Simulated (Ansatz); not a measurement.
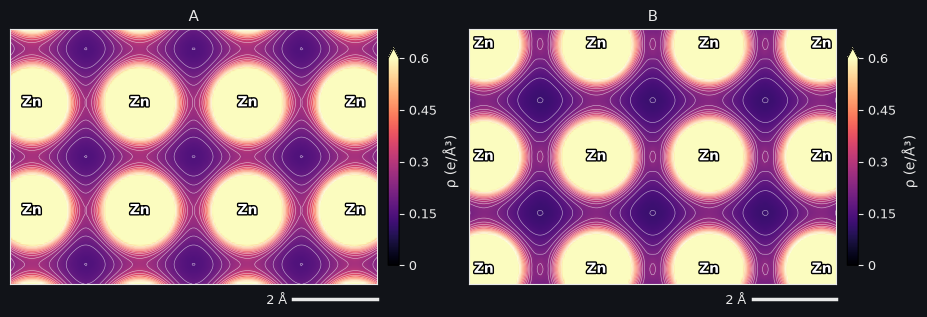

Zn. The valence pseudo-density of two cells that differ in size, on the (101) plane of each (indices in the axes of the calculation cell), at one length scale and on one colour scale; one has 12.1 and the other 13.8 Å³ an atom.

Level of theory: Kohn-Sham DFT of a periodic cell, PBEsol, Ansatz PAW in Ansatz 0.2.0.

> Which panel shows the smaller cell, and what does the compression change?

Panel A is the smaller cell, by 12 % in volume. From the larger cell to the smaller, Zn–Zn goes from 2.69 to 2.58 Å, and the density at its midpoint from 0.25 to 0.27 e/Å³; the pressure goes from 2.0 to 20 GPa.
